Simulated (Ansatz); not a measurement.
```
Ta H
1.0
     3.42485    0.00000    0.00000
     0.00000    5.81739    0.00000
     0.00000    0.00000    6.55649
Ta H
4 16
Direct
  0.00000 0.00000 0.75562
  0.50000 0.50000 0.25562
  0.00000 0.00000 0.24438
  0.50000 0.50000 0.74438
  0.00000 0.16393 0.00000
  0.50000 0.66393 0.50000
  0.00000 0.83607 0.00000
  0.50000 0.33607 0.50000
  0.50000 0.16802 0.20053
  0.00000 0.66802 0.70053
  0.00000 0.33198 0.70053
  0.50000 0.83198 0.20053
  0.00000 0.33198 0.29947
  0.50000 0.83198 0.79947
  0.00000 0.66802 0.29947
  0.50000 0.16802 0.79947
  0.24251 0.50000 0.00000
  0.74251 0.00000 0.50000
  0.25749 0.00000 0.50000
  0.75749 0.50000 0.00000
```

Space group Immm; a generated structure, not necessarily the stable one; computed pressure about −3 GPa in this cell.

The calculation used DFT r2SCAN, scalar-relativistic, plane waves, PAW in Ansatz 0.2.0.

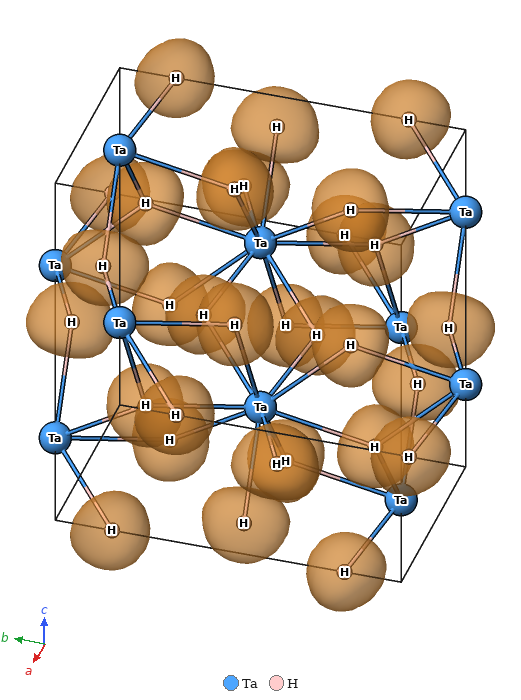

TaH4. Isosurface of the ELF at 0.75 (orange), seen at an oblique angle. Core shells and regions of very low density are left out. Sticks mark near contacts.

> Where are the electrons localised?

The surface consists of 16 regions around hydrogen nuclei, counted in one cell of 20 atoms. Any copies at cell faces, edges or corners count once. Profiles from the grid: Ta–H (1.86 Å): the ELF climbs to about 1 towards the hydrogen. Ta–H (1.96 Å): the ELF climbs to about 1 towards the hydrogen.

> Does the calculation give a band gap?

It is metallic or semimetallic at this level of theory: no gap opens.
